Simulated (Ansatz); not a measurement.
# W3Si: a changed input and its effect

System: W3Si (I4mm, 8 atoms in the cell).
Method of the first run: DFT PBE, scalar-relativistic, plane waves, PAW, no spin polarisation (Ansatz 0.2.0).

The structure derives from a Materials Project entry. Text and figures count atoms from 1; the logs count them from 0 in places.

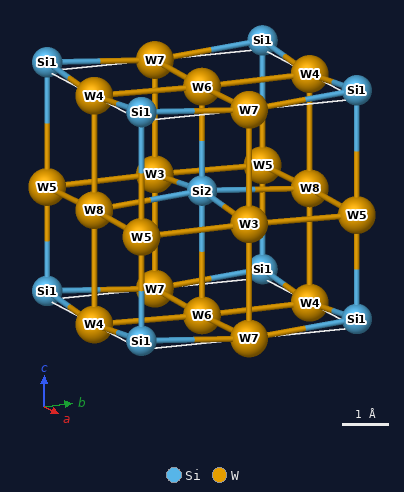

Figure 1. The structure (ball-and-stick view of the cell of the calculation, set on other vectors, seen slightly off an axis; atoms are numbered from 1 in the order of the input). An atom can appear more than once, as a periodic image. Near neighbours in the periodic cell (some may lie outside the picture): Si has 6 W at 2.37 to 2.84 Å; W has 2 Si at 2.37 to 2.84 Å and 4 W at 2.60 Å.

## The input, the first run
```yaml
crystal:
  lattice:
    - [0.0, -5.2075323816, 0.0]
    - [-5.2075323816, 0.0, 0.0]
    - [0.0, 0.0, -5.2075323816]
  atoms:
    - { symbol: Si, position: [0.0384059062, 0.0, 0.0] }
    - { symbol: Si, position: [0.5384059062, 0.5, 0.5] }
    - { symbol: W, position: [0.5006070647, 0.5, 0.0] }
    - { symbol: W, position: [1.0006070647, 1.0, 0.5] }
    - { symbol: W, position: [0.4929186497, 0.0, 0.0] }
    - { symbol: W, position: [-0.0070813503, 0.5, 0.5] }
    - { symbol: W, position: [0.0006070647, 0.5, 0.0] }
    - { symbol: W, position: [0.5006070647, 0.0, 0.5] }
basis:
  ecutwfc: 420
kpoints:
  mp_grid: { grid: [10, 10, 10] }
hamiltonian:
  xc: pbe
scf:
  occupations: { method: gaussian, width: 0.15 }
output:
  forces: true
  stress: true
  eigenvalues: true
```

Command:
```bash
ansatz run input.yaml --threads 2 --pin off --max-ram 5120MiB --backend cpu --events-out ev --progress --plain --runs-dir out
```

Hardware: 2 threads of Arm Neoverse V2, 24 GiB of memory available, shared host.

## Output, shortened to warnings, some set-up lines, iterations and results (the first run)
```
Basis set: ecut = 420 eV, 2777 PW (Γ), exchange–correlation on 72×72×72 points (8 copies of the dense FFT grid, shifted against one another)
Symmetry: 16 space group operations
k-points: 126 of 1000 (time reversal used)
Initial density: superposition of atomic densities (neutral atoms: chi_scale 0, normalization atom), corrected by the library's trained network
[...]
SCF iter   1: F=—  HF=-63569.476130 eV  |F-HF|=—  |Δ(HF+E_count)|=         —  Δρ=5.64e-3  dr2=4.73e-2  ethr=1.77e-3  ⟨swp⟩=5.4  Hψ=26888  notcnv=0
SCF iter   2: F=—  HF=-63569.469992 eV  |F-HF|=—  |Δ(HF+E_count)|=   6.14e-3  Δρ=3.18e-3  dr2=1.51e-2  ethr=5.15e-5  ⟨swp⟩=1.0  Hψ=8192  notcnv=0
SCF iter   3: F=—  HF=-63569.468102 eV  |F-HF|=—  |Δ(HF+E_count)|=   1.89e-3  Δρ=2.97e-4  dr2=7.63e-5  ethr=1.64e-5  ⟨swp⟩=2.0  Hψ=9668  notcnv=0
SCF iter   4: F=—  HF=-63569.467851 eV  |F-HF|=—  |Δ(HF+E_count)|=   2.50e-4  Δρ=6.06e-5  dr2=5.08e-6  ethr=8.30e-8  ⟨swp⟩=2.0  Hψ=12254  notcnv=0
SCF iter   5: F=—  HF=-63569.467851 eV  |F-HF|=—  |Δ(HF+E_count)|=   1.86e-7  Δρ=1.12e-5  dr2=1.29e-7  ethr=5.52e-9  ⟨swp⟩=2.0  Hψ=9607  notcnv=0
SCF iter   6: F=-63569.467851 eV  HF=-63569.467851 eV  |F-HF|=9.17e-10  |Δ(HF+E_count)|=   3.25e-8  Δρ=2.16e-6  dr2=5.26e-9  ethr=1.09e-10  ⟨swp⟩=8.4  Hψ=27076  notcnv=0
SCF 1 converged in 6 iterations: F = -63569.467851 eV  dr2 = 5.26e-9
SCF converged after 6 iterations
Free energy (F): -63569.467851 eV
Harris-Foulkes:  -63569.467851 eV  (|F-HF|=9.17e-10)
Internal energy: -63569.361132 eV  (E = F + TS)
E sigma→0 (E₀):  -63569.414491 eV
Entropy (-TS):   -0.106720 eV (-13.340 meV/atom)
Fermi energy:    16.722225 eV
--- Per-component energies (eV) ---
  E_band       = -861.061874
  E_kinetic    = 2774.928769
  E_local      = -5369.316698  (includes V_loc(G=0)·N_el)
  E_nonlocal   = 70.468769
  E_hartree    = 1968.378338
  E_xc         = -1704.600115
  E_vxc        = -1516.877499  (∫ρ·V_xc dr)
  E_paw        = -52403.056720  (= ΣΔE_a)
  E_vpaw       = -757.020645  (= ΣTr[D̂ρ^β])
  E_aug_tail   = -0.000356  (compensation charges beyond the density's cutoff)
  E_ewald      = -8906.163118
  E_smearing   = -0.106720  (= −TS)
  E_closure    = 0.000000  (closes the sum)
  Σ components = -63569.467851   (vs F -63569.467851, Δ=0.00e0)
--- Forces (eV/Å), atoms counted from 1 ---
  atom   1  Si    -0.00000000     1.70897889    -0.00000000
  atom   2  Si    -0.00000000     1.70897889    -0.00000000
  atom   3  W     -0.00000000     0.11340648    -0.00000000
  atom   4  W     -0.00000000     0.11340648    -0.00000000
  atom   5  W     -0.00000000    -1.93579236     0.00000000
  atom   6  W     -0.00000000    -1.93579236    -0.00000000
  atom   7  W     -0.00000000     0.11340648     0.00000000
  atom   8  W     -0.00000000     0.11340648    -0.00000000
  max |Σ_I F_I| component: 1.03e-6 eV/Å
--- Stress (GPa, compression-positive) ---
        0.032950       0.000000       0.000000
        0.000000       6.659099       0.000000
        0.000000       0.000000       0.032950
  P = ⅓ Tr σ = 2.2417 GPa (22.417 kbar)
```

The input of the second run differs as follows (lines with − go, lines with + come):
```diff
-    - { symbol: Si, position: [0.0384059062, 0.0, 0.0] }
-    - { symbol: Si, position: [0.5384059062, 0.5, 0.5] }
-    - { symbol: W, position: [0.5006070647, 0.5, 0.0] }
-    - { symbol: W, position: [1.0006070647, 1.0, 0.5] }
-    - { symbol: W, position: [0.4929186497, 0.0, 0.0] }
-    - { symbol: W, position: [-0.0070813503, 0.5, 0.5] }
-    - { symbol: W, position: [0.0006070647, 0.5, 0.0] }
-    - { symbol: W, position: [0.5006070647, 0.0, 0.5] }
+    - { symbol: Si, position: [-0.0144022148, 0.0, 0.0] }
+    - { symbol: Si, position: [0.4855977852, 0.5, 0.5] }
+    - { symbol: W, position: [0.4997723507, 0.5, 0.0] }
+    - { symbol: W, position: [0.9997723507, 1.0, 0.5] }
+    - { symbol: W, position: [0.5026555063, 0.0, 0.0] }
+    - { symbol: W, position: [0.0026555063, 0.5, 0.5] }
+    - { symbol: W, position: [-0.0002276493, 0.5, 0.0] }
+    - { symbol: W, position: [0.4997723507, 0.0, 0.5] }
```

How does the second run compare with the first run?

With the same functional and potentials, the second run lies 39.9 meV per atom lower. The pressure goes from 2.24 to 0.44 GPa. The largest force goes from 1.936 to 0.601 eV/Å. The number of SCF iterations is the same.

## Output, shortened to warnings, some set-up lines, iterations and results (the second run)
```
Basis set: ecut = 420 eV, 2777 PW (Γ), exchange–correlation on 72×72×72 points (8 copies of the dense FFT grid, shifted against one another)
Symmetry: 16 space group operations
k-points: 126 of 1000 (time reversal used)
Initial density: superposition of atomic densities (neutral atoms: chi_scale 0, normalization atom), corrected by the library's trained network
[...]
SCF iter   1: F=—  HF=-63569.794693 eV  |F-HF|=—  |Δ(HF+E_count)|=         —  Δρ=5.45e-3  dr2=4.50e-2  ethr=1.77e-3  ⟨swp⟩=5.4  Hψ=26814  notcnv=0
SCF iter   2: F=—  HF=-63569.789020 eV  |F-HF|=—  |Δ(HF+E_count)|=   5.67e-3  Δρ=3.09e-3  dr2=1.46e-2  ethr=4.90e-5  ⟨swp⟩=1.0  Hψ=8192  notcnv=0  defer=1
SCF iter   3: F=—  HF=-63569.787199 eV  |F-HF|=—  |Δ(HF+E_count)|=   1.82e-3  Δρ=2.76e-4  dr2=6.66e-5  ethr=1.59e-5  ⟨swp⟩=2.0  Hψ=9693  notcnv=0  defer=1
SCF iter   4: F=—  HF=-63569.786991 eV  |F-HF|=—  |Δ(HF+E_count)|=   2.08e-4  Δρ=5.32e-5  dr2=4.18e-6  ethr=7.23e-8  ⟨swp⟩=2.0  Hψ=12398  notcnv=0  defer=1
SCF iter   5: F=-63569.786991 eV  HF=-63569.786991 eV  |F-HF|=9.61e-9  |Δ(HF+E_count)|=   1.46e-7  Δρ=1.03e-5  dr2=9.80e-8  ethr=4.55e-9  ⟨swp⟩=2.0  Hψ=9641  notcnv=0  defer=1
SCF iter   6: F=-63569.786991 eV  HF=-63569.786991 eV  |F-HF|=1.20e-9  |Δ(HF+E_count)|=   2.82e-8  Δρ=1.88e-6  dr2=3.31e-9  ethr=1.06e-10  ⟨swp⟩=6.6  Hψ=26958  notcnv=0
SCF 1 converged in 6 iterations: F = -63569.786991 eV  dr2 = 3.31e-9
SCF converged after 6 iterations
Free energy (F): -63569.786991 eV
Harris-Foulkes:  -63569.786991 eV  (|F-HF|=1.20e-9)
Internal energy: -63569.678191 eV  (E = F + TS)
E sigma→0 (E₀):  -63569.732591 eV
Entropy (-TS):   -0.108800 eV (-13.600 meV/atom)
Fermi energy:    16.748909 eV
--- Per-component energies (eV) ---
  E_band       = -860.571073
  E_kinetic    = 2773.228002
  E_local      = -5353.948779  (includes V_loc(G=0)·N_el)
  E_nonlocal   = 69.616085
  E_hartree    = 1961.774062
  E_xc         = -1704.057101
  E_vxc        = -1516.184301  (∫ρ·V_xc dr)
  E_paw        = -52402.825437  (= ΣΔE_a)
  E_vpaw       = -756.828758  (= ΣTr[D̂ρ^β])
  E_aug_tail   = -0.000351  (compensation charges beyond the density's cutoff)
  E_ewald      = -8913.464673
  E_smearing   = -0.108800  (= −TS)
  E_closure    = 0.000000  (closes the sum)
  Σ components = -63569.786991   (vs F -63569.786991, Δ=0.00e0)
--- Forces (eV/Å), atoms counted from 1 ---
  atom   1  Si     0.00000000    -0.50431813     0.00000000
  atom   2  Si     0.00000000    -0.50431813     0.00000000
  atom   3  W      0.00000000    -0.04836465     0.00000000
  atom   4  W      0.00000000    -0.04836465    -0.00000000
  atom   5  W      0.00000000     0.60104821    -0.00000000
  atom   6  W      0.00000000     0.60104821    -0.00000000
  atom   7  W      0.00000000    -0.04836465    -0.00000000
  atom   8  W      0.00000000    -0.04836465    -0.00000000
  max |Σ_I F_I| component: 1.56e-6 eV/Å
--- Stress (GPa, compression-positive) ---
        0.141820       0.000000       0.000000
        0.000000       1.047532       0.000000
        0.000000       0.000000       0.141820
  P = ⅓ Tr σ = 0.4437 GPa (4.437 kbar)
```

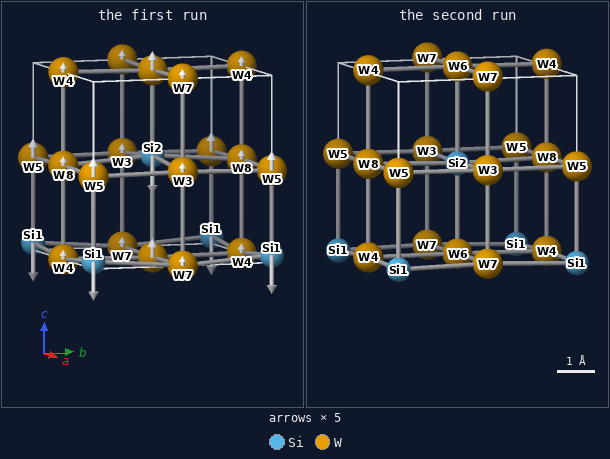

Figure 2. The two input geometries at one scale (ball-and-stick view of the cell of the calculation, set on other vectors, seen slightly off an axis). The white arrows on the first give the shifts of the atoms relative to the cell, with their mean removed, magnified 5 times. The largest moves, 0.22 Å, are those of Si1 and Si2. Largest moves by element: Si 0.22 Å, W 0.11 Å. (The mean shift of all atoms is removed.) The cell stays as it was. Among the contacts that change: Si1–W5 2.841 → 2.515 Å, Si1–W4 2.611 → 2.605 Å.

## The two runs side by side

```tsv
quantity	the first run	the second run
outcome	converged	converged
free energy per atom (eV)	−7946.1835	−7946.2234
energy per atom, smearing taken to zero (eV)	−7946.1768	−7946.2166
gap on the mesh (eV)	0.00	0.00
pressure (GPa)	2.24	0.44
largest force (eV/Å)	1.936	0.601
SCF iterations	6	6
irreducible k-points	126	126
plane waves at Γ	2777	2777
wall time (shared host)	30 s	31 s
```

For both runs: Spin–orbit coupling is left out, which matters for W.
